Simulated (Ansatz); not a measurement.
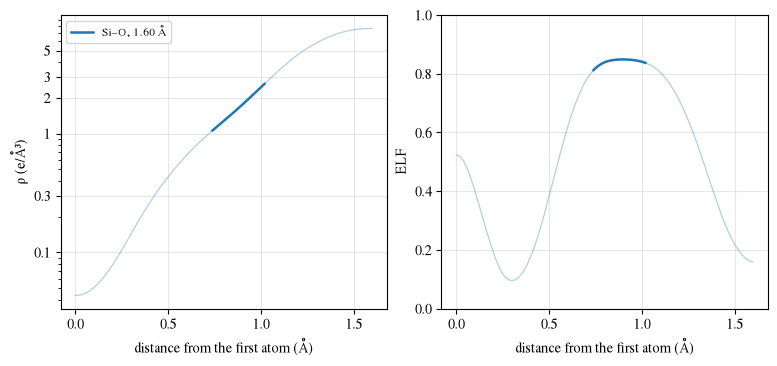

Figure. SiO$_{2}$. Valence pseudo-density and electron localisation function along straight lines between neighbouring atoms. Thin, pale parts lie inside the atomic spheres.

Space group Imma; a structure from a database of computed crystals, not necessarily the ambient phase.

Method: Ansatz, Kohn-Sham DFT of a periodic cell, r2SCAN, Ansatz PAW.

In a PAW calculation such maps are meaningful between the atoms, not at the nuclei.

Question: What kind of bonding do the profiles show?

Answer: Si–O (1.60 Å): the density is about 1.3 e/Å³ at the midpoint; the ELF peaks at about 0.85 between the atoms: a short, strongly polar bond.
